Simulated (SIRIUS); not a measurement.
**MgO: 7 runs along one coordinate**

System: MgO (Fm-3m, 2 atoms in the cell).
Method: Kohn-Sham DFT of a periodic cell, PBEsol, dojo-sr-pbesol-0.4.1-standard, no spin polarisation (SIRIUS 7.12.0).

The 7 runs differ only in the geometry, by an even scaling of the cell at fixed fractional positions. The structure derives from a Materials Project entry.

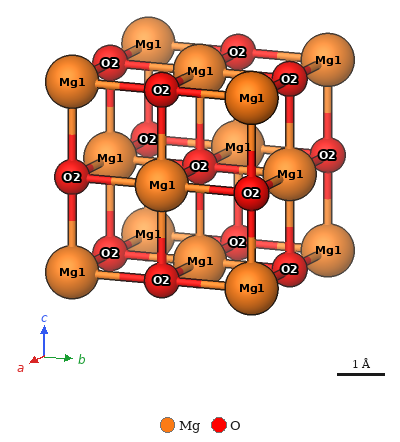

Figure 1. The structure of run 4 (ball-and-stick view of the cell 4 times as large as that of the calculation, set on its symmetry axes, seen slightly off an axis; atoms are numbered from 1 in the order of the input). An atom can appear more than once, as a periodic image.

## Input of run 4
```
{
  "control": {
    "processing_unit": "cpu",
    "verbosity": 2,
    "num_bands_to_print": 15,
    "print_forces": true,
    "print_stress": true
  },
  "parameters": {
    "electronic_structure_method": "pseudopotential",
    "xc_functionals": ["XC_GGA_X_PBE_SOL", "XC_GGA_C_PBE_SOL"],
    "gk_cutoff": 9.2,
    "pw_cutoff": 18.4,
    "ngridk": [11, 11, 11],
    "shiftk": [0, 0, 0],
    "smearing": "fermi_dirac",
    "smearing_width": 0.0018374661,
    "num_bands": 15,
    "num_mag_dims": 0,
    "num_dft_iter": 100,
    "energy_tol": 1e-08,
    "density_tol": 1e-06
  },
  "iterative_solver": {
    "type": "davidson",
    "min_tolerance": 1e-10
  },
  "mixer": {
    "type": "anderson",
    "beta": 0.7,
    "max_history": 8
  },
  "settings": {
    "tol_ne": 1e-10,
    "pseudo_grid_cutoff": 6.5
  },
  "unit_cell": {
    "lattice_vectors": [
      [0.0, 3.962758315162, 3.962758315162],
      [3.962758315162, 0.0, 3.962758315162],
      [3.962758315162, 3.962758315162, 0.0]
    ],
    "atom_coordinate_units": "lattice",
    "atom_types": ["Mg", "O"],
    "atom_files": {
      "Mg": "Mg.json",
      "O": "O.json"
    },
    "atoms": {
      "Mg": [
        [0.0, 0.0, 0.0]
      ],
      "O": [
        [0.5, 0.5, 0.5]
      ]
    }
  }
}
```

Command:
```bash
upf_to_json Mg.upf
upf_to_json O.upf
OMP_NUM_THREADS=1 sirius.scf --input=sirius.json --output=out.json --task=0
```

Lattice vectors (Å) and fractional positions of run 4:
```
   0.000000    2.097001    2.097001
   2.097001    0.000000    2.097001
   2.097001    2.097001    0.000000
Mg  0.000000  0.000000  0.000000
O   0.500000  0.500000  0.500000
```

Run 6 differs from it as follows:
```diff
-      [0.0, 3.962758315162, 3.962758315162],
-      [3.962758315162, 0.0, 3.962758315162],
-      [3.962758315162, 3.962758315162, 0.0]
+      [0.0, 4.014905852001, 4.014905852001],
+      [4.014905852001, 0.0, 4.014905852001],
+      [4.014905852001, 4.014905852001, 0.0]
```

## Results, with one run withheld

| run | volume per atom (Å³) | free energy per atom, from the lowest run given (meV) | pressure (GPa) | gap on the mesh (eV) |
| --- | --- | --- | --- | --- |
| 1 | 8.668 | 27.93 | 13.95 | 5.43 |
| 2 | 8.853 | 14.33 | 9.65 | 5.20 |
| 3 | 9.037 | 5.43 | 5.76 | 4.99 |
| 4 | 9.221 | 0.79 | 2.25 | 4.79 |
| 5 | 9.406 | 0.00 | −0.92 | 4.60 |
| 6 | 9.590 | ? | ? | ? |
| 7 | 9.775 | 8.50 | −6.39 | 4.24 |

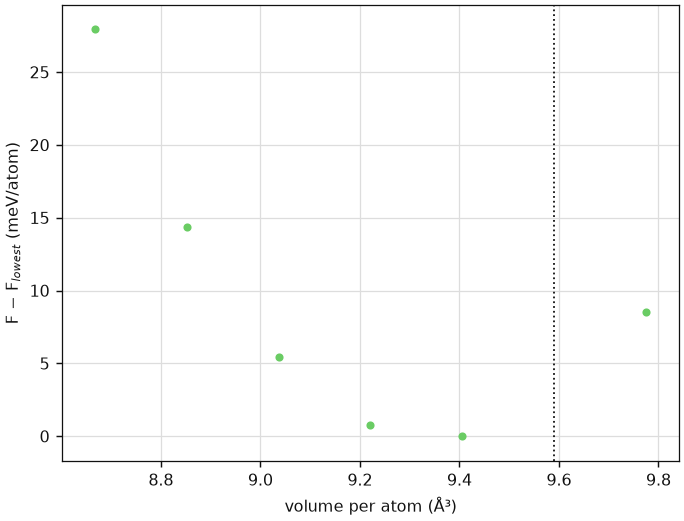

Figure 2. Free energy per atom of the runs given; the dotted line marks run 6.

Fit the runs given and predict run 6.

A cubic polynomial in V^(−2/3) (the Birch–Murnaghan form), fitted to the 6 runs given, misses them by at most 0.02 meV per atom. With x = V^(−2/3) − 0.22862 Å⁻², it reads F = 2.1615 + 1374.3 x + 2.0402e+05 x² + 4855.2 x³ (meV per atom). At run 6 it gives 2.65 meV per atom, and the run itself gives 2.68. The slope of the fit gives a pressure −dF/dV of −3.73 GPa there, and the run prints −3.79 GPa. The two needn't agree exactly: the fit is approximate, and the printed stress is taken on a finite basis. The fit has its minimum at 9.354 Å³ per atom, where V d²F/dV² gives 158 GPa: the bulk modulus at this level, since symmetry fixes the shape and the positions. The gap on the mesh goes, without turning, from 5.43 eV in run 1 to 4.24 eV in run 7; run 6 has 4.41 eV. These are gaps of this functional on this mesh, which can miss the band edges; they aren't the measured gap.

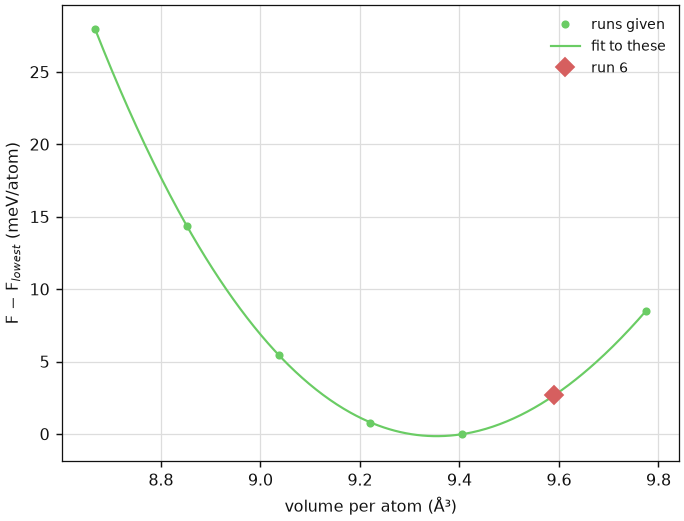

Figure 3. The fit and the withheld run.

## Some lines of the output (run 6)
```
[...]
[find] band gap (eV)                  :       4.41232500
[find] Efermi                         :       0.34171577
[find] Total energy                   :     -75.91194085 (Ha),    -151.82388170 (Ry)
[find] Free energy (E-TS)             :     -75.91194085 (Ha),    -151.82388170 (Ry)
[find] band gap (eV)                  :       4.41320186
[find] Efermi                         :       0.34172596
[find] band gap (eV)                  :       4.41353318
[find] Efermi                         :       0.34172735
[find] band gap (eV)                  :       4.41348463
[find] Efermi                         :       0.31973375
[find] band gap (eV)                  :       4.41347543
[find] Efermi                         :       0.38057870
[find] band gap (eV)                  :       4.41347965
[find] Efermi                         :       0.38057861
```
